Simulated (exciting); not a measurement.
## LuH2: 7 runs along one coordinate

System: LuH2 (Fm-3m, 3 atoms in the cell).
Method: Kohn-Sham DFT of a periodic cell, PBEsol, all-electron LAPW+lo, shipped species files, no spin polarisation (exciting sodium).

The 7 runs differ only in the geometry, by an even scaling of the cell at fixed fractional positions. The structure derives from an entry of the Crystallography Open Database.

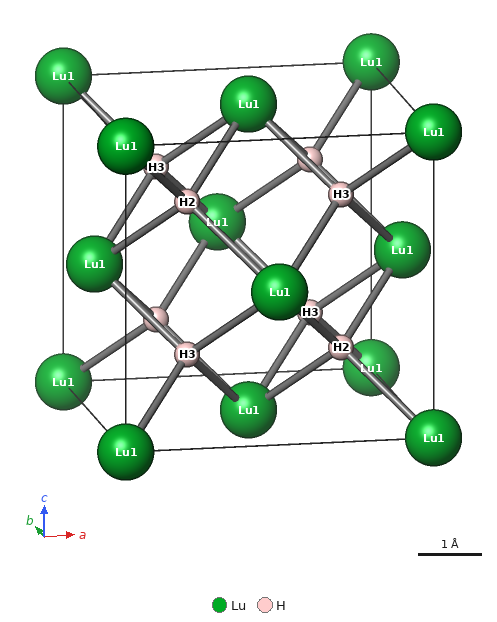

Figure 1. The structure of run 4 (ball-and-stick view of the cell 4 times as large as that of the calculation, set on its symmetry axes, seen at an oblique angle; atoms are numbered from 1 in the order of the input).

## Input of run 4
```
<input>
  <title>LuH2</title>
  <structure speciespath="./" tshift="false">
    <crystal scale="1">
      <basevect>0.000000000000 4.755495792621 4.755495792621</basevect>
      <basevect>4.755495792621 0.000000000000 4.755495792621</basevect>
      <basevect>4.755495792621 4.755495792621 0.000000000000</basevect>
    </crystal>
    <species speciesfile="Lu.xml" rmt="2.3">
      <atom coord="0.000000000000 0.000000000000 0.000000000000"/>
    </species>
    <species speciesfile="H.xml" rmt="1.1">
      <atom coord="0.750000000000 0.750000000000 0.750000000000"/>
      <atom coord="0.250000000000 0.250000000000 0.250000000000"/>
    </species>
  </structure>
  <groundstate do="fromscratch" ngridk="9 9 9" rgkmax="5" gmaxvr="14" lmaxapw="10" lmaxmat="10" lmaxvr="8" xctype="GGA_PBE_SOL" stype="Fermi Dirac" swidth="0.00183747" nempty="12" ValenceRelativity="zora" epsengy="1e-05" epspot="1e-05" maxscl="60" tforce="true" outputlevel="normal"/>
</input>
```

Command:
```bash
OMP_NUM_THREADS=1 exciting_smp
```

Run 5 has the same physical settings and fractional positions; its lattice vectors (Å) are:
```
   0.000000    2.533166    2.533166
   2.533166    0.000000    2.533166
   2.533166    2.533166    0.000000
```

## Results, with one run withheld

| run | volume per atom (Å³) | free energy per atom, from the lowest run given (meV) |
| --- | --- | --- |
| 1 | 9.987 | 2.06 |
| 2 | 10.199 | 0.00 |
| 3 | 10.412 | 0.62 |
| 4 | 10.624 | 3.77 |
| 5 | 10.837 | ? |
| 6 | 11.049 | 16.44 |
| 7 | 11.262 | 25.62 |

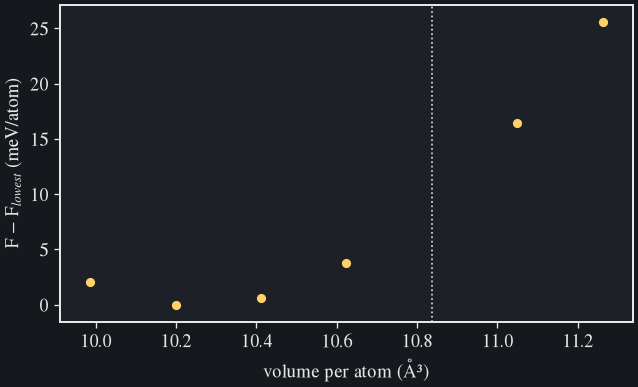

Figure 2. Free energy per atom of the runs given; the dotted line marks run 5.

What should run 5 give?

A cubic polynomial in V^(−2/3) (the Birch–Murnaghan form), fitted to the 6 runs given, misses them by at most 0.02 meV per atom. With x = V^(−2/3) − 0.20759 Å⁻², it reads F = 2.793 − 1339.8 x + 1.5523e+05 x² + 14213 x³ (meV per atom). At run 5 it gives 9.11 meV per atom, and the run itself gives 9.12. The fit has its minimum at 10.252 Å³ per atom, where V d²F/dV² gives 96.9 GPa: the bulk modulus at this level, since symmetry fixes the shape and the positions.

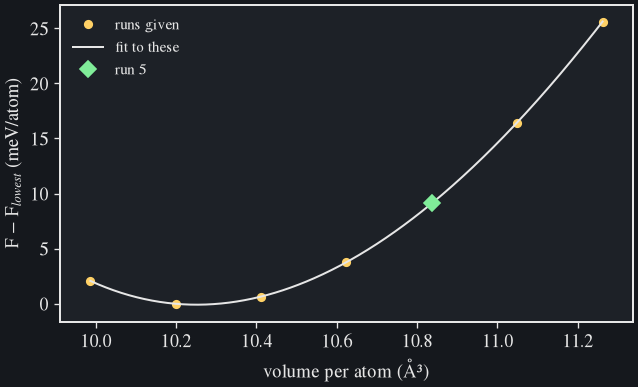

Figure 3. The fit and the withheld run.

## Some lines of the output (run 5)
```
[...]
 Fermi energy                               :         0.28262469
 DOS at Fermi energy (states/Ha/cell)       :        23.30182440
 Absolute change in total energy   (target) :  0.169268E-02  ( 0.100000E-04)
 Total energy                               :    -14577.92026612
 DOS at Fermi energy (states/Ha/cell)       :        23.30183083
 Absolute change in total energy   (target) :  0.179770E-04  ( 0.100000E-04)
 Total energy                               :    -14577.92026748
 DOS at Fermi energy (states/Ha/cell)       :        23.30182946
 Absolute change in total energy   (target) :  0.136000E-05  ( 0.100000E-04)
 Total energy                               :    -14577.92026726
 DOS at Fermi energy (states/Ha/cell)       :        23.30182988
 Absolute change in total energy   (target) :  0.220072E-06  ( 0.100000E-04)
 Total energy                               :    -14577.92026754
 DOS at Fermi energy (states/Ha/cell)       :        23.30182983
```
